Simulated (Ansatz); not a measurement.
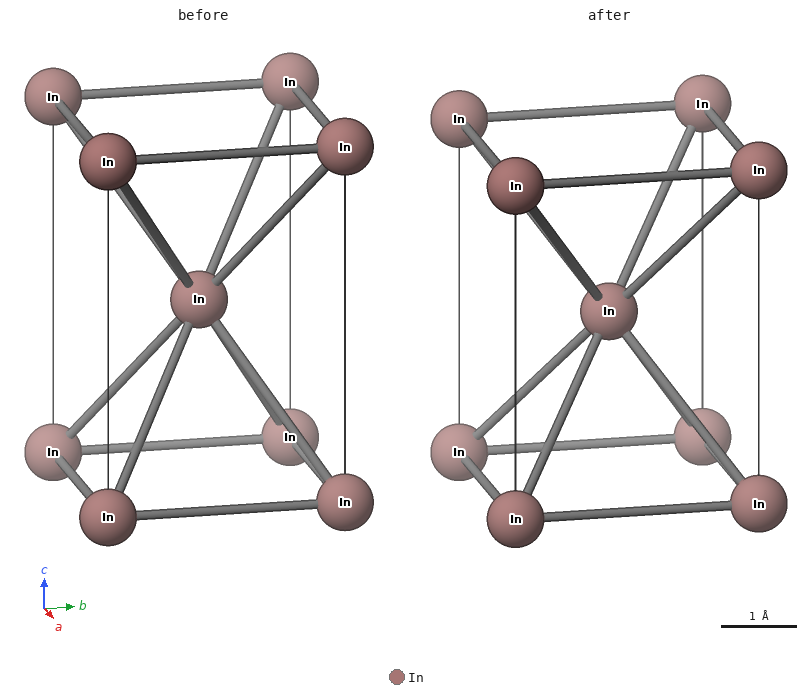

Left: a symmetric starting cell of In. Right: the same structure after one change, at the same scale. Style: ball-and-stick. Shown: the conventional cell (2 times the calculation's cell), slightly off an axis. Lengths and directions refer to the drawn axes.

Method: DFT PBE, scalar-relativistic, plane waves, PAW in Ansatz. (plane-wave cutoff 420 eV; k-point mesh 18 × 18 × 18; occupations gaussian; smearing width 0.1 eV; no spin polarisation)

### What distinguishes the right structure from the left one?

The cell is strained by −6.3 % along c and +2.7 % across it (volume −1.2 %), the atoms keeping their fractional coordinates. No relaxation follows. The starting cell wasn't computed here and needn't be at equilibrium, so pressure and forces aren't due to the change alone.

### And its effect?

Some distances before and after: In–In 3.252 → 3.340 Å, In–In 3.378 → 3.309 Å. The space group stays I4/mmm (No. 139). The pressure is 2.6 GPa (not all of it need come from the change, since the unchanged cell can be under pressure at this level too). The principal stresses (compression positive) are 2.8 GPa along c and 2.5 GPa across it. All forces vanish by symmetry.
